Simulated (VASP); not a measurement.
**Run report: GaP, band-structure run (part 1 of 2)**

- system: GaP (4 atoms in the cell)
- method: Kohn-Sham DFT of a periodic cell, r2SCAN, VASP PAW PBE potentials, recommended, no spin polarisation (VASP 6.6.1)

The structure derives from a Materials Project entry.

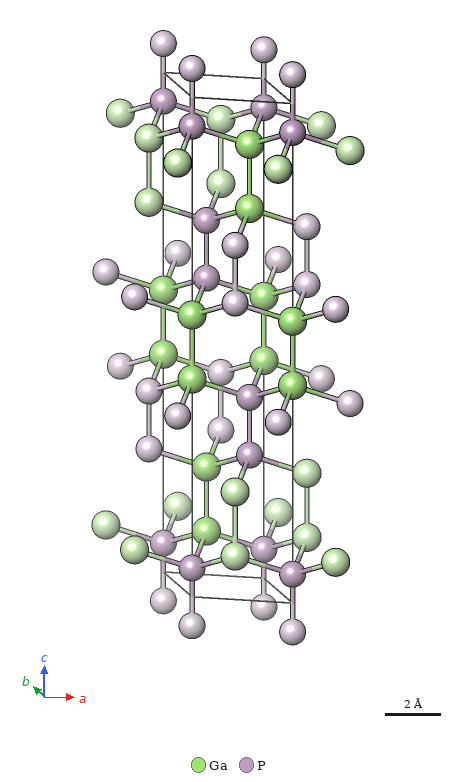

Fig. 1: The structure as given in the input (ball-and-stick view of the cell 3 times as large as that of the calculation, set on its symmetry axes, seen slightly off an axis; neighbours outside the cell are drawn fainter). An atom can appear more than once, as a periodic image. Near neighbours in the periodic cell (some may lie outside the picture): Ga has 1 Ga at 2.45 Å and 3 P at 2.37 Å; P has 3 Ga at 2.37 Å and 1 P at 2.20 Å.

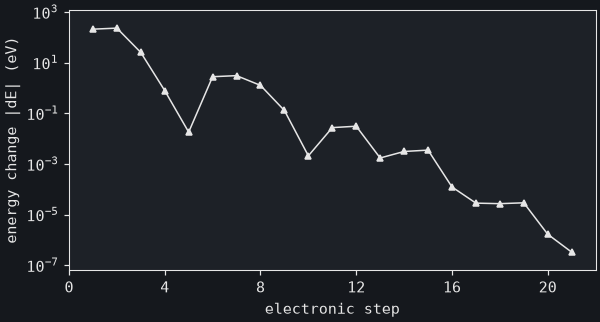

Fig. 2: Convergence of the self-consistent field: energy change |dE| against the electronic step. It takes 21 electronic steps. The density is held fixed in the first few steps, and dE rises again when its update begins.

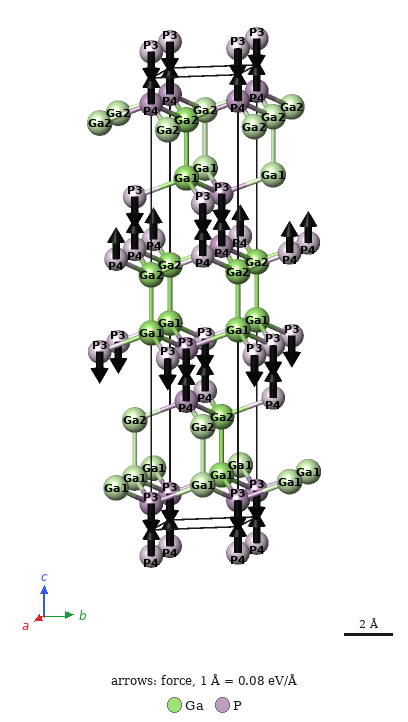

Fig. 3: Forces on the atoms as black arrows (ball-and-stick view of the cell 3 times as large as that of the calculation, set on its symmetry axes, seen slightly off an axis; neighbours outside the cell are drawn fainter; atoms are numbered from 1 in the order of the input). The largest act on P3, P4 (0.11 eV/Å). The geometry is not a stationary point of this energy.

These pictures come from the run below.

INCAR:
```
PREC = Accurate ; ENCUT = 520
EDIFF = 1E-6 ; ISMEAR = 0
SIGMA = 0.02 ; LREAL = F
LASPH = T ; NELM = 80
ALGO = Normal ; ISIF = 2
LWAVE = F ; LCHARG = F
METAGGA = R2SCAN ; LMIXTAU = T
```

KPOINTS:
```
regular mesh
0
Gamma
  9 9 9
```

KPOINTS_OPT:
```
path GLB1,BZGX,QFP1Z,LP
15
line-mode
reciprocal
 0.0000000000  0.0000000000  0.0000000000  G
 0.5000000000  0.0000000000  0.0000000000  L

 0.5000000000  0.0000000000  0.0000000000  L
 0.5000000000  0.1868232629 -0.1868232629  B1

 0.8131767371  0.5000000000  0.1868232629  B
 0.5000000000  0.5000000000  0.5000000000  Z

 0.5000000000  0.5000000000  0.5000000000  Z
 0.0000000000  0.0000000000  0.0000000000  G

 0.0000000000  0.0000000000  0.0000000000  G
 0.3434116315  0.0000000000 -0.3434116315  X

 0.6565883685  0.3434116315  0.0000000000  Q
 0.5000000000  0.5000000000  0.0000000000  F

 0.5000000000  0.5000000000  0.0000000000  F
 0.6565883685  0.6565883685  0.1868232629  P1

 0.6565883685  0.6565883685  0.1868232629  P1
 0.5000000000  0.5000000000  0.5000000000  Z

 0.5000000000  0.0000000000  0.0000000000  L
 0.8131767371  0.3434116315  0.3434116315  P
```

POSCAR:
```
GaP
1.0
    1.9143800000      1.1052700000      6.3564400000
   -1.9143800000      1.1052700000      6.3564400000
    0.0000000000     -2.2105400000      6.3564400000
Ga P
2 2
Direct
    0.4358000000      0.4358000000      0.4358000000
    0.5642000000      0.5642000000      0.5642000000
    0.0577900000      0.0577900000      0.0577900000
    0.9422100000      0.9422100000      0.9422100000
```

Command:
```bash
cat potpaw_PBE.64/Ga_d/POTCAR potpaw_PBE.64/P/POTCAR > POTCAR
mpirun -np 1 vasp_std > vasp.out
```

OSZICAR:
```
N       E                     dE             d eps       ncg     rms          rms(c)
DAV:   1     0.207727809848E+03    0.20773E+03   -0.18170E+04  3758   0.248E+03
DAV:   2    -0.209192461570E+02   -0.22865E+03   -0.22423E+03  4024   0.492E+02
DAV:   3    -0.459446193974E+02   -0.25025E+02   -0.24636E+02  4442   0.130E+02
DAV:   4    -0.467253132903E+02   -0.78069E+00   -0.77895E+00  4854   0.242E+01
DAV:   5    -0.467432183018E+02   -0.17905E-01   -0.17898E-01  4784   0.324E+00    0.746E+00
DAV:   6    -0.439852607542E+02    0.27580E+01   -0.99528E-01  5268   0.172E+01    0.463E+00
DAV:   7    -0.409415339536E+02    0.30437E+01   -0.73504E-01  4088   0.838E+00    0.165E+00
DAV:   8    -0.421964056944E+02   -0.12549E+01   -0.76925E-01  3920   0.648E+00    0.409E-01
DAV:   9    -0.423243763913E+02   -0.12797E+00   -0.66660E-02  4436   0.190E+00    0.426E-01
DAV:  10    -0.423222956140E+02    0.20808E-02   -0.11130E-02  4292   0.888E-01    0.312E-01
DAV:  11    -0.422953076791E+02    0.26988E-01   -0.49214E-02  3910   0.168E+00    0.843E-02
DAV:  12    -0.423259795863E+02   -0.30672E-01   -0.13286E-02  3986   0.949E-01    0.999E-02
DAV:  13    -0.423276876514E+02   -0.17081E-02   -0.29099E-03  4280   0.415E-01    0.106E-01
DAV:  14    -0.423245989659E+02    0.30887E-02   -0.20532E-03  4342   0.384E-01    0.315E-02
DAV:  15    -0.423280907140E+02   -0.34917E-02   -0.20853E-03  4010   0.366E-01    0.549E-02
DAV:  16    -0.423282133543E+02   -0.12264E-03   -0.91536E-05  4804   0.754E-02    0.290E-02
DAV:  17    -0.423282415776E+02   -0.28223E-04   -0.18811E-05  4160   0.390E-02    0.234E-02
DAV:  18    -0.423282147126E+02    0.26865E-04   -0.14185E-05  3600   0.327E-02    0.657E-03
DAV:  19    -0.423282437592E+02   -0.29047E-04   -0.88547E-06  3564   0.228E-02    0.209E-03
DAV:  20    -0.423282454248E+02   -0.16656E-05   -0.17130E-06  3414   0.111E-02    0.920E-04
DAV:  21    -0.423282457527E+02   -0.32792E-06   -0.27350E-07  2578   0.531E-03
   1 F= -.42328246E+02 E0= -.42328246E+02  d E =-.223958E-17
       N       E                     dE             ncg
DAV:   1     0.350881801137E+04   -0.59711E+05     3746
DAV:   2    -0.160301112477E+05   -0.19539E+05     4040
DAV:   3    -0.182060045859E+05   -0.21759E+04     4418
DAV:   4    -0.182879422232E+05   -0.81938E+02     4910
DAV:   5    -0.182896908859E+05   -0.17487E+01     4734
DAV:   6    -0.182897875364E+05   -0.96651E-01     5540
DAV:   7    -0.182897887676E+05   -0.12313E-02     4836
DAV:   8    -0.182897888056E+05   -0.37951E-04     4016
DAV:   9    -0.182897888070E+05   -0.13717E-05     3096
DAV:  10    -0.182897888074E+05   -0.47524E-06     3148
       N       E                     dE             ncg
DAV:   1     0.256534968528E+05   -0.48759E+05     2200
DAV:   2     0.139963759322E+05   -0.11657E+05     2376
DAV:   3     0.127026878858E+05   -0.12937E+04     2506
DAV:   4     0.126567245059E+05   -0.45963E+02     2780
DAV:   5     0.126557343281E+05   -0.99018E+00     2760
DAV:   6     0.126556823844E+05   -0.51944E-01     3248
DAV:   7     0.126556818884E+05   -0.49605E-03     2808
DAV:   8     0.126556818771E+05   -0.11315E-04     2196
DAV:   9     0.126556818763E+05   -0.75725E-06     1790
```

Parts of OUTCAR:
```
PREC = Accurate
   ENCUT = 520
   EDIFF = 1E-6
   ISMEAR = 0
   LREAL = F
   LASPH = T
   NELM = 80
   ISIF = 2
   METAGGA = R2SCAN

 ion  position               nearest neighbor table
   1  0.436  0.436  0.436-   3 2.37   3 2.37   3 2.37   2 2.45
   2  0.564  0.564  0.564-   4 2.37   4 2.37   4 2.37   1 2.45
   3  0.058  0.058  0.058-   4 2.20   1 2.37   1 2.37   1 2.37
   4  0.942  0.942  0.942-   3 2.20   2 2.37   2 2.37   2 2.37

  LATTYP: Found a trigonal (rhomboedric) cell.
 ALAT       =     6.7298441312
 COS(alpha) =     0.8381631178

  Lattice vectors:

 A1 = (   1.9143800000,   1.1052700000,   6.3564400000)
 A2 = (  -1.9143800000,   1.1052700000,   6.3564400000)
 A3 = (   0.0000000000,  -2.2105400000,   6.3564400000)

Analysis of symmetry for initial positions (statically):
=====================================================================
 Subroutine PRICEL returns:
 Original cell was already a primitive cell.

 Routine SETGRP: Setting up the symmetry group for a
 trigonal (rhombohedral) supercell.

 Subroutine GETGRP returns: Found 12 space group operations
 (whereof 12 operations were pure point group operations)
 out of a pool of 12 trial point group operations.

The static configuration has the point symmetry D_3d.

Analysis of symmetry for dynamics (positions and initial velocities):
=====================================================================
 Subroutine PRICEL returns:
 Original cell was already a primitive cell.

 Routine SETGRP: Setting up the symmetry group for a
 trigonal (rhombohedral) supercell.

 Subroutine GETGRP returns: Found 12 space group operations
 (whereof 12 operations were pure point group operations)
 out of a pool of 12 trial point group operations.

The dynamic configuration has the point symmetry D_3d.

 Subroutine INISYM returns: Found 12 space group operations
 (whereof 12 operations are pure point group operations),
 and found     1 'primitive' translations

----------------------------------------------------------------------------------------

                                     Primitive cell

  volume of cell :      80.6978

  direct lattice vectors                    reciprocal lattice vectors
     1.914380000  1.105270000  6.356440000     0.261181166  0.150792717  0.052440255
    -1.914380000  1.105270000  6.356440000    -0.261181166  0.150792717  0.052440255
     0.000000000 -2.210540000  6.356440000     0.000000000 -0.301585435  0.052440255

  length of vectors
     6.729844131  6.729844131  6.729845211     0.306111132  0.306111132  0.306110690

  position of ions in fractional coordinates (direct lattice)
     0.435800000  0.435800000  0.435800000
     0.564200000  0.564200000  0.564200000
     0.057790000  0.057790000  0.057790000
     0.942210000  0.942210000  0.942210000

  ion indices of the primitive-cell ions
   primitive index   ion index
                 1           1
                 2           2
                 3           3
                 4           4

----------------------------------------------------------------------------------------

 KPOINTS: regular mesh

Automatic generation of k-mesh.
 Grid dimensions read from file:
 generate k-points for:    9    9    9

 Generating k-lattice:

  Cartesian coordinates                     Fractional coordinates (reciprocal lattice)
     0.029020130  0.016754746  0.005826695     0.111111111  0.000000000  0.000000000
    -0.029020130  0.016754746  0.005826695     0.000000000  0.111111111  0.000000000
     0.000000000 -0.033509493  0.005826695     0.000000000  0.000000000  0.111111111

  Length of vectors
     0.034012348  0.034012348  0.034012299

  Shift w.r.t. Gamma in fractional coordinates (k-lattice)
     0.000000000  0.000000000  0.000000000

 Subroutine IBZKPT returns following result:
 ===========================================

 Found     85 irreducible k-points:

 Following reciprocal coordinates:
            Coordinates               Weight
  0.000000  0.000000  0.000000      1.000000
  0.111111  0.000000  0.000000      6.000000
  0.222222  0.000000 -0.000000      6.000000
  0.333333  0.000000  0.000000      6.000000
  0.444444  0.000000 -0.000000      6.000000
  0.111111  0.111111  0.000000      6.000000
  0.222222  0.111111  0.000000     12.000000
  0.333333  0.111111  0.000000     12.000000
  0.444444  0.111111  0.000000     12.000000
 -0.444444  0.111111  0.000000     12.000000
 -0.333333  0.111111 -0.000000     12.000000
 -0.222222  0.111111  0.000000     12.000000
 -0.111111  0.111111  0.000000      6.000000
  0.222222  0.222222 -0.000000      6.000000
  0.333333  0.222222  0.000000     12.000000
  0.444444  0.222222  0.000000     12.000000
 -0.444444  0.222222  0.000000     12.000000
 -0.333333  0.222222 -0.000000     12.000000
 -0.222222  0.222222  0.000000      6.000000
  0.333333  0.333333  0.000000      6.000000
  0.444444  0.333333  0.000000     12.000000
 -0.444444  0.333333  0.000000     12.000000
 -0.333333  0.333333  0.000000      6.000000
  0.444444  0.444444 -0.000000      6.000000
 [... further k-points ...]
```
